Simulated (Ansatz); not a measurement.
Consider SiW$_{4}$.

```yaml
crystal:
  lattice:
    - [2.79707, 0.00000, 0.00000]
    - [-1.39853, 2.42233, 0.00000]
    - [0.00000, 0.00000, 11.62336]
  atoms:
    - { symbol: Si, position: [0.00000, 0.00000, 0.00000] }
    - { symbol: W, position: [0.33333, 0.66667, 0.81481] }
    - { symbol: W, position: [0.33333, 0.66667, 0.39417] }
    - { symbol: W, position: [0.66667, 0.33333, 0.18519] }
    - { symbol: W, position: [0.66667, 0.33333, 0.60583] }
```

Space group P-3m1; a structure generated by program, which may or may not match a known phase.

Computed with DFT PBE, scalar-relativistic, plane waves, PAW (Ansatz 0.2.0).

### What will maps of the valence pseudo-density and electron localisation function show?

Si–W (2.69 Å): ρ is about 0.36 e/Å³ halfway; the ELF peaks at about 0.75 in the valence shell of Si, 0.9 Å from its nucleus, and is about 0.40 at the midpoint.
W–W (2.92 Å): ρ at the midpoint is about 0.32 e/Å³; the ELF is about 0.35 at the midpoint.

### Does the calculation make it a metal, or give it a gap?

It is metallic or semimetallic at this level of theory: no gap opens.

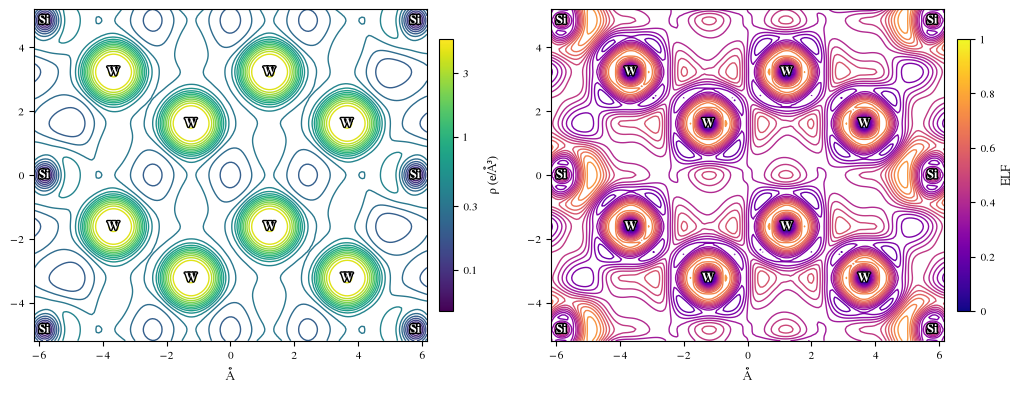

Computed valence pseudo-density and electron localisation function on the (110) plane of the conventional cell, in this order. 

In a PAW calculation such maps are meaningful between the atoms, not at the nuclei.
